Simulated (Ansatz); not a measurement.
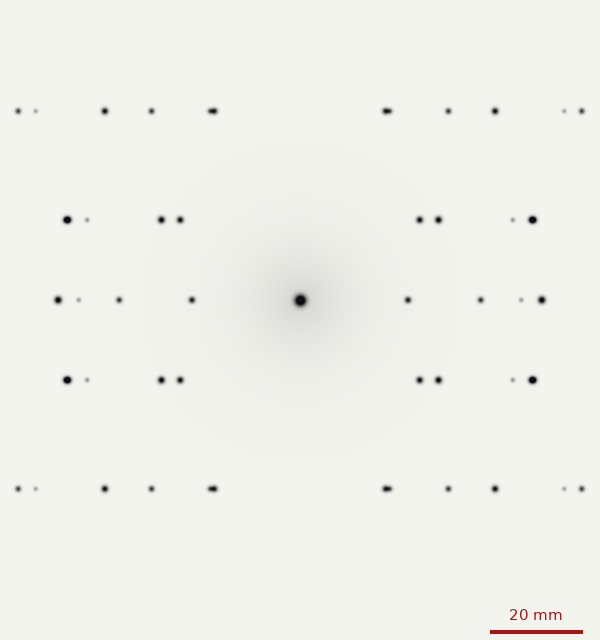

Simulated X-ray rotation photograph: Cu Kα radiation (λ = 1.5418 Å), cylindrical film of radius 57.3 mm unrolled, rotation axis vertical and normal to the beam, kinematic intensities without Lorentz or polarisation factors, the film spanning ±63° about the beam; spots down to d = 1.39 Å.

Q: What lattice repeat along the rotation axis do the layer lines give?

A: The first layer line lies 17.6 mm from the equator, so tan ν = 0.307, sin ν = 0.293 and the period is λ/sin ν = 5.26 Å. Further lines follow at 41.5 mm.

The crystal is Se, space group C2/c (No. 15), a = 2.773 Å, b = 7.498 Å, c = 4.516 Å, β = 90.97°. Structure: the input geometry of an electronic-structure calculation (not necessarily at equilibrium); the starting structure was generated, so it need not be a known form of this composition.

Q: About which axis was it rotated?

A: About [101], whose length in the conventional cell is 5.259 Å. The period alone comes close to that of [10-1] as well.
